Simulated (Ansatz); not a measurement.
System: anatase TiO₂, space group I4_1/amd, 6 atoms in the primitive cell, relaxed with r2SCAN; unstrained, a = 3.778 Å, c = 9.583 Å (tetragonal axes). The cell is strained biaxially in the xy plane; the length along z and the atoms are relaxed again with r2SCAN. Points keep the names and reduced coordinates of the unstrained primitive cell. Method: PBE, Ansatz PAW set, no spin polarisation, no spin-orbit coupling, 10×10×10 k mesh, 420 eV cutoff, Fermi-Dirac smearing of 0.02 eV (Ansatz 0.2.0).

At 0 % the direct gaps are 2.60 eV (M), 3.39 eV (X) and 3.82 eV (P).

**How does each gap move from −4 % to +4 %?**

M falls by 0.34 eV, X falls by 0.17 eV and P falls by 0.28 eV. Straight lines through the points have slopes of −20 at X and −36 at P (meV for each 1 % of strain). No slope is given for M, where the curve bends too much.

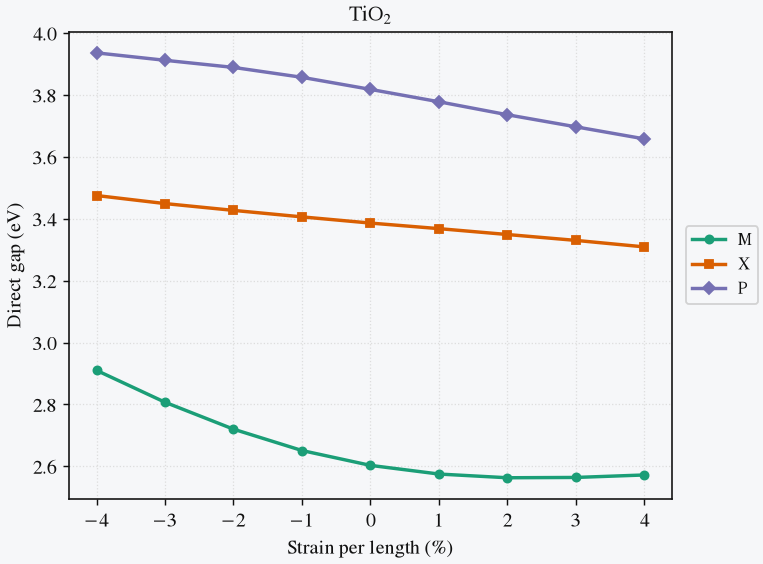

Direct gap at each named k point. The names follow the standardised cell of this lattice; in reduced coordinates of the cell that was run, M is (0.5, 0.5, −0.5), X is (0, 0, 0.5) and P is (0.25, 0.25, 0.25).

| strain | M (eV) | X (eV) | P (eV) |
| --- | --- | --- | --- |
| −4 % | 2.91 | 3.48 | 3.94 |
| −3 % | 2.81 | 3.45 | 3.91 |
| −2 % | 2.72 | 3.43 | 3.89 |
| −1 % | 2.65 | 3.41 | 3.86 |
| 0 % | 2.60 | 3.39 | 3.82 |
| +1 % | 2.58 | 3.37 | 3.78 |
| +2 % | 2.56 | 3.35 | 3.74 |
| +3 % | 2.56 | 3.33 | 3.70 |
| +4 % | 2.57 | 3.31 | 3.66 |

The smallest gap over all k points computed is 2.55, 2.48, 2.36, 2.25, 2.15, 2.06, 1.98, 1.91 and 1.86 eV in turn; it lies up to 0.71 eV under the lowest value plotted. LDA, GGA and most meta-GGA functionals understate gaps. The cell was built by a generator and needn't be a form met in nature. N is left out: the lowest level there has a kink along the series, as when two levels cross.
